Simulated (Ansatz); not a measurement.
# HfO2: geometry relaxation (part 1 of 2)

System: HfO2 (3 atoms in the cell).
Method: DFT PBE, scalar-relativistic, plane waves, PAW, no spin polarisation (Ansatz 0.2.0).

The structure derives from an entry of the Crystallography Open Database.

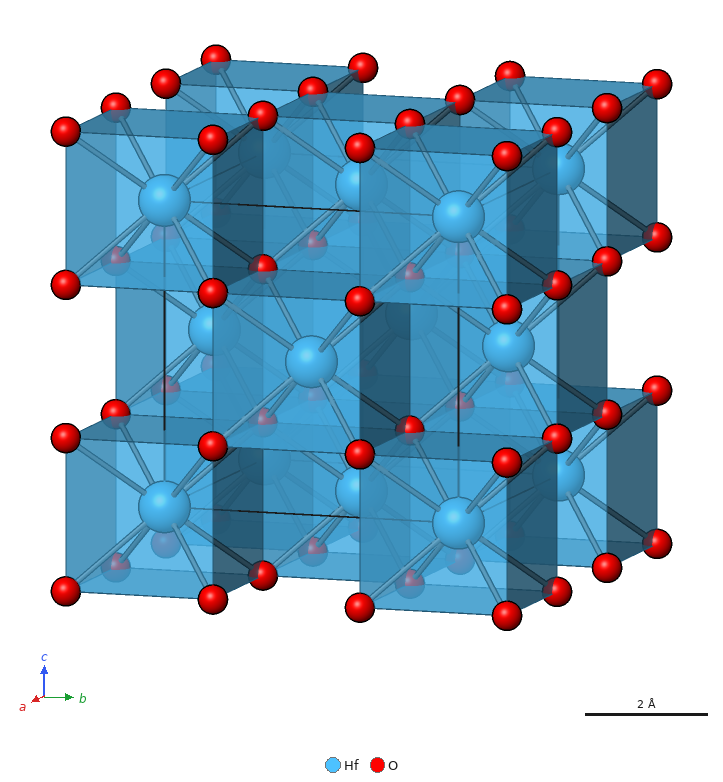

*The structure as given in the input (polyhedral view of the cell 4 times as large as that of the calculation, set on its symmetry axes, seen slightly off an axis; polyhedra are completed across the faces of the cell).*

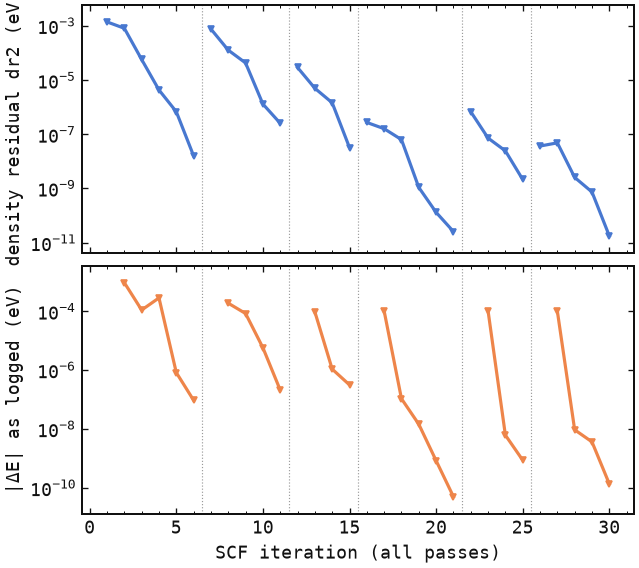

*Convergence of the self-consistent field: density residual dr2 and size of the energy change against the SCF iteration. The dotted lines part the SCF passes of the relaxation: geometry steps, rejected trials and re-solves on a re-selected basis.*

The 6 passes take 4 to 6 iterations each, 30 in all.

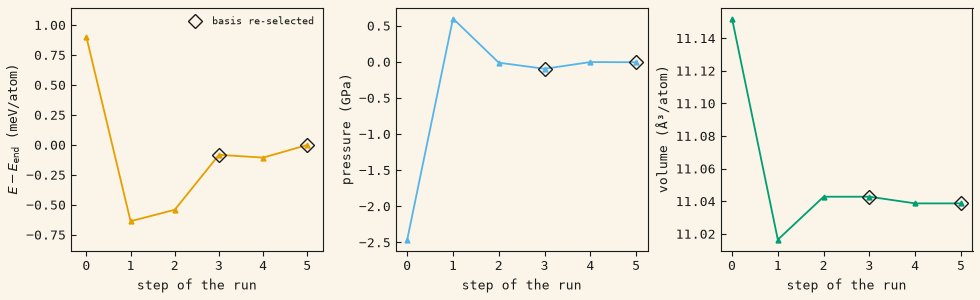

*Progress of the relaxation, step by step (the first geometry is step 0 here and step 1 in the log).*

No atom moves by more than 0.005 Å relative to the cell. The volume changes by −1.0 %, with a = b = c 5.115 → 5.098 Å (−0.3 %). Distances before and after: Hf1–O2 2.215 → 2.207 Å. The space group stays Fm-3m (No. 225). Over 3 geometry steps the energy falls by 1.0 meV per atom. All forces vanish by symmetry, so only the cell relaxes. Pressure: −2.46 GPa at the start and 0.00 GPa at the end. The basis was re-selected once at an unchanged geometry, which shifts the energy a little without any move. The energy change given includes the shifts at the re-selections in mid-walk, which come without any move. A last SCF at the same geometry on a re-selected plane-wave basis shifts the energy by +0.1 meV per atom. (Atoms are counted from 1 in the order of the input.)

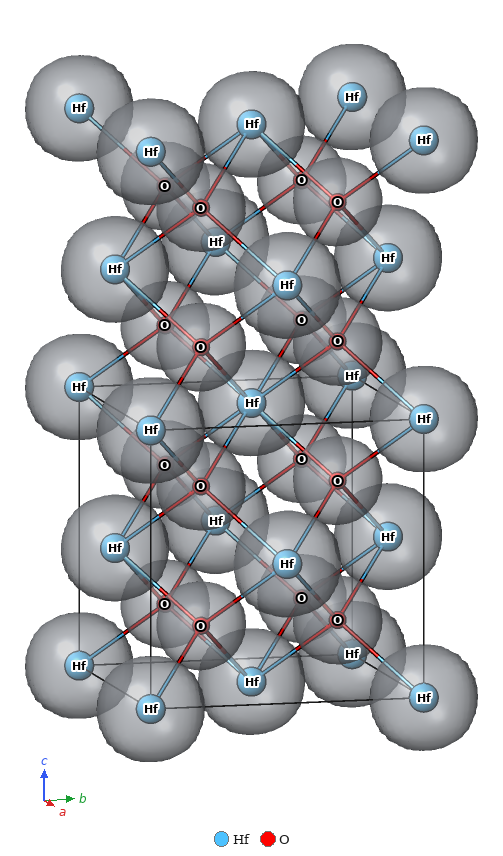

*Isosurface of the valence charge density (pseudo) at 0.8 e/Å³ (grey), seen slightly off an axis. Sticks mark near contacts. The outline is the cell set on symmetry axes.*

At this value the density breaks into separate islands; it holds about 85 % of the electrons treated as valence (semicore included). It is pinched off along the Hf–O (2.21 Å) contacts. On the grid the lowest density along these lines, outside the cores, is 0.53 e/Å³ (Hf–O, 2.21 Å). The fields are those of the smooth PAW valence density.

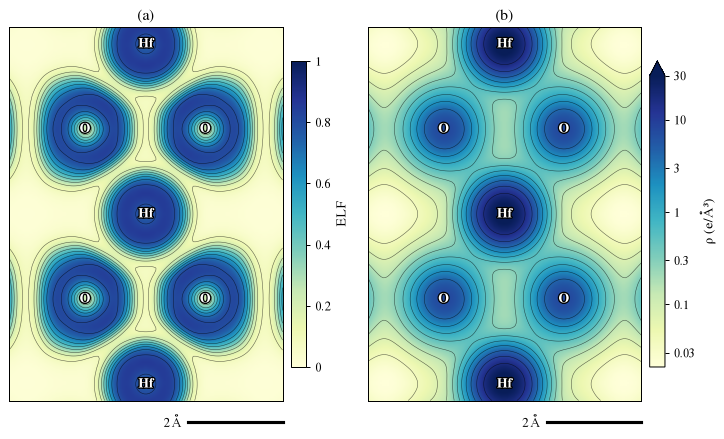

*(a) electron localisation function; (b) valence charge density (pseudo) on the (101) plane of the conventional cell.*

Atoms in the plane: Hf and O. Hf–O (2.21 Å): ρ is about 0.56 e/Å³ halfway; the ELF peaks at about 0.85 in the valence shell of O, 0.6 Å from its nucleus, and drops to about 0.15 between the two atoms. Away from the nuclei the density in this plane falls to 0.02 e/Å³ at its lowest. The strong features right at Hf lie inside the PAW spheres (semicore, d or f shells) and say nothing about bonding.

These pictures come from the run below.

### Input
```yaml
crystal:
  lattice:
    - [0.0, 2.5575, 2.5575]
    - [2.5575, 0.0, 2.5575]
    - [2.5575, 2.5575, 0.0]
  atoms:
    - { symbol: Hf, position: [0.0, 0.0, 0.0] }
    - { symbol: O, position: [0.25, 0.25, 0.25] }
    - { symbol: O, position: [0.75, 0.75, 0.75] }
basis:
  ecutwfc: 420
kpoints:
  mp_grid: { grid: [8, 8, 8] }
hamiltonian:
  xc: pbe
scf:
  occupations: { method: gaussian, width: 0.02 }
output:
  forces: true
  stress: true
  eigenvalues: true
  write_density: true
  write_potential: true
  elf: true
  volumetric_format: npy
relax:
  adjacent_minimum: "off"
  f_tol: 0.005
  max_steps: 80
  cell: { stress_tol: 0.05 }
```

Launched with:
```bash
ansatz run input.yaml --threads 4 --pin off --max-ram 10240MiB --backend cpu --events-out ev --progress --plain --runs-dir out
```

### Log
```
Engine: ansatz 0.2.0, x86_64-unknown-linux-gnu
Pseudopotentials: kind: paw
Pseudopotential: Hf, paw, valence charge 26, recommended cutoff 420 eV (normal), Hf.paw.azcp
Pseudopotential: O, paw, valence charge 6, recommended cutoff 420 eV (normal), O.paw.azcp
Functional definition: PBE
  parameter kappa = 0.804
  parameter beta = 0.06672455060314922
  exchange = pbe_x(kappa = kappa, mu = beta*pi^2/3)
  correlation = pbe_c(beta = beta)
Crystal: 3 atoms, lattice volume = 33.456 Å³
Basis set: ecut = 420 eV, 645 PW (Γ), exchange–correlation on 50×50×50 points (8 copies of the dense FFT grid, shifted against one another)
Bands: 23, of which v1, the nominal top of the filled ones, is band 19 counted from 1 (18 counted from 0)
Symmetry: 48 space group operations
Space group: Fm-3m (ITA 225), of the structure as read, at distance tolerance 3.2e-5 Å
k-points: 29 of 512
Non-local potential: Hf, projectors of the file, l = 0: 3, l = 1: 2, l = 2: 2, l = 3: 3
Non-local potential: O, projectors of the file, l = 0: 2, l = 1: 2, l = 2: 1
PAW form: soft (Blöchl's): semilocal exchange-correlation on the pseudo side does not see the compensation charge
PAW one-centre angular grid: Hf, 590 points (default); XC on 64 Gauss nodes
PAW one-centre angular grid: O, 110 points (default); XC on 64 Gauss nodes
Initial density: superposition of atomic densities (neutral atoms: chi_scale 0, normalization atom), corrected by the library's trained network
Initial wavefunctions: pseudopotential atomic-orbital guess
Functional: x = pbe(κ = 0.804, μ = 0.2195149727645171), c = pbe(β = 0.06672455060314922)
SCF iter   1: F=—  HF=-16861.406326 eV  |F-HF|=—  |Δ(HF+E_count)|=         —  Δρ=2.41e-3  dr2=1.40e-3  ethr=1.77e-3  ⟨swp⟩=4.9  Hψ=2468  notcnv=0
preconditioner: auto → none  [insulator: Δε(μ)=3.739 eV  Ē_g=18.148 eV  σ=0.020 eV  W_gap=1.00  n_scr=14 (ndim 8)  ℏωp=38.5 eV  f_vac=0.066  D(μ)=0.00/eV (n_scr^D=0)  ε∞_Penn≈5.5]
SCF iter   2: F=—  HF=-16861.407250 eV  |F-HF|=—  |Δ(HF+E_count)|=   9.24e-4  Δρ=1.83e-3  dr2=8.14e-4  ethr=3.69e-6  ⟨swp⟩=2.0  Hψ=1498  notcnv=0
SCF iter   3: F=—  HF=-16861.407140 eV  |F-HF|=—  |Δ(HF+E_count)|=   1.09e-4  Δρ=6.76e-4  dr2=5.74e-5  ethr=2.14e-6  ⟨swp⟩=2.0  Hψ=988  notcnv=0
SCF iter   4: F=—  HF=-16861.407421 eV  |F-HF|=—  |Δ(HF+E_count)|=   2.81e-4  Δρ=1.23e-4  dr2=4.30e-6  ethr=1.51e-7  ⟨swp⟩=2.0  Hψ=1234  notcnv=0
SCF iter   5: F=—  HF=-16861.407421 eV  |F-HF|=—  |Δ(HF+E_count)|=   8.22e-7  Δρ=5.54e-5  dr2=6.77e-7  ethr=1.13e-8  ⟨swp⟩=2.1  Hψ=859  notcnv=0
SCF iter   6: F=-16861.407420 eV  HF=-16861.407420 eV  |F-HF|=6.35e-8  |Δ(HF+E_count)|=   9.46e-8  Δρ=9.66e-6  dr2=1.59e-8  ethr=2.63e-10  ⟨swp⟩=6.2  Hψ=4703  notcnv=0
SCF 1 converged in 6 iterations: F = -16861.407420 eV  dr2 = 1.59e-8
  greatest PAW one-centre occupation: 0.999 electrons in one spin orbital (limit 2), on the Hf atom at site 0 (counted from 0), in its partial waves of l = 3
relax step   1: F+E_penalty+E_count = -16861.40742041 eV  Δ(F+E_penalty+E_count) = +0.000e0 eV  max|allowed force component| = 1.927e-18 eV/Å  Δτ_max = 0.0000 Å  P = -2.461 GPa  Ω = 33.456 Å³  (6 SCF iters, dr2 threshold 1.00e-7 eV, accepted)
Crystal: 3 atoms, lattice volume = 33.049 Å³
Initial density: handed on by an earlier stage of this run
Initial wavefunctions: those handed on with the density
iter 1 solved again at ethr=2.50e-6 eV; its pass at ethr=3.10e-3 eV (dr2=9.49e-4 eV) is discarded
SCF iter   1: F=—  HF=-16861.412141 eV  |F-HF|=—  |Δ(HF+E_count)|=         —  Δρ=1.64e-3  dr2=7.63e-4  ethr=2.50e-6  ⟨swp⟩=2.0  Hψ=3503  notcnv=0
preconditioner: auto → none  [insulator: Δε(μ)=3.755 eV  Ē_g=18.220 eV  σ=0.020 eV  W_gap=1.00  n_scr=14 (ndim 8)  ℏωp=38.8 eV  f_vac=0.067  D(μ)=0.00/eV (n_scr^D=0)  ε∞_Penn≈5.5]
SCF iter   2: F=—  HF=-16861.411955 eV  |F-HF|=—  |Δ(HF+E_count)|=   1.86e-4  Δρ=6.31e-4  dr2=1.27e-4  ethr=2.01e-6  ⟨swp⟩=2.0  Hψ=1119  notcnv=0
SCF iter   3: F=—  HF=-16861.412038 eV  |F-HF|=—  |Δ(HF+E_count)|=   8.30e-5  Δρ=3.86e-4  dr2=4.28e-5  ethr=3.33e-7  ⟨swp⟩=2.0  Hψ=1044  notcnv=0
SCF iter   4: F=—  HF=-16861.412032 eV  |F-HF|=—  |Δ(HF+E_count)|=   5.74e-6  Δρ=9.01e-5  dr2=1.30e-6  ethr=1.13e-7  ⟨swp⟩=2.0  Hψ=1102  notcnv=0
SCF iter   5: F=-16861.412033 eV  HF=-16861.412032 eV  |F-HF|=2.32e-7  |Δ(HF+E_count)|=   2.10e-7  Δρ=4.02e-5  dr2=2.54e-7  ethr=7.89e-10  ⟨swp⟩=9.7  Hψ=5627  notcnv=0
SCF 2 converged in 5 iterations: F = -16861.412033 eV  dr2 = 2.54e-7
  Residual-converged pass: ⟨swp⟩=1.0  Hψ=784  notcnv=0  max |occ|·‖R‖ = 7.1e-9 eV (tolerance 1.0e-8 eV)  dr2=2.54e-7  dr2_onsite=1.06e-8  max |Δocc| = 0.0e0
relax step   2: F+E_penalty+E_count = -16861.41203268 eV  Δ(F+E_penalty+E_count) = -4.612e-3 eV  max|allowed force component| = 2.197e-17 eV/Å  Δτ_max = 0.0000 Å  P = +0.601 GPa  Ω = 33.049 Å³  energy of the carried Pulay correction = +2.210e-3 eV  (5 SCF iters, dr2 threshold 3.00e-7 eV, accepted)
Crystal: 3 atoms, lattice volume = 33.128 Å³
iter 1 solved again at ethr=9.58e-8 eV; its pass at ethr=3.10e-3 eV (dr2=3.64e-5 eV) is discarded
SCF iter   1: F=—  HF=-16861.411653 eV  |F-HF|=—  |Δ(HF+E_count)|=         —  Δρ=3.32e-4  dr2=2.91e-5  ethr=9.58e-8  ⟨swp⟩=2.0  Hψ=3429  notcnv=0
preconditioner: auto → none  [insulator: Δε(μ)=3.744 eV  Ē_g=18.200 eV  σ=0.020 eV  W_gap=1.00  n_scr=14 (ndim 8)  ℏωp=38.7 eV  f_vac=0.071  D(μ)=0.00/eV (n_scr^D=0)  ε∞_Penn≈5.5]
SCF iter   2: F=—  HF=-16861.411748 eV  |F-HF|=—  |Δ(HF+E_count)|=   9.44e-5  Δρ=1.18e-4  dr2=4.97e-6  ethr=7.66e-8  ⟨swp⟩=2.0  Hψ=1102  notcnv=0
SCF iter   3: F=—  HF=-16861.411747 eV  |F-HF|=—  |Δ(HF+E_count)|=   1.08e-6  Δρ=7.36e-5  dr2=1.45e-6  ethr=1.31e-8  ⟨swp⟩=2.0  Hψ=1055  notcnv=0
SCF iter   4: F=-16861.411746 eV  HF=-16861.411746 eV  |F-HF|=2.20e-8  |Δ(HF+E_count)|=   3.15e-7  Δρ=1.36e-5  dr2=3.21e-8  ethr=7.89e-10  ⟨swp⟩=6.2  Hψ=4638  notcnv=0
SCF 3 converged in 4 iterations: F = -16861.411746 eV  dr2 = 3.21e-8
relax step   3: F+E_penalty+E_count = -16861.41174641 eV  Δ(F+E_penalty+E_count) = +2.863e-4 eV  max|allowed force component| = 3.084e-18 eV/Å  Δτ_max = 0.0000 Å  P = -0.011 GPa  Ω = 33.128 Å³  energy of the carried Pulay correction = +1.778e-3 eV  (4 SCF iters, dr2 threshold 3.00e-7 eV, accepted)
Initial wavefunctions: pseudopotential atomic-orbital guess (no wavefunctions were taken with the density)
iter 1 solved again at ethr=3.12e-8 eV; its pass at ethr=3.10e-3 eV (dr2=1.19e-5 eV) is discarded
```
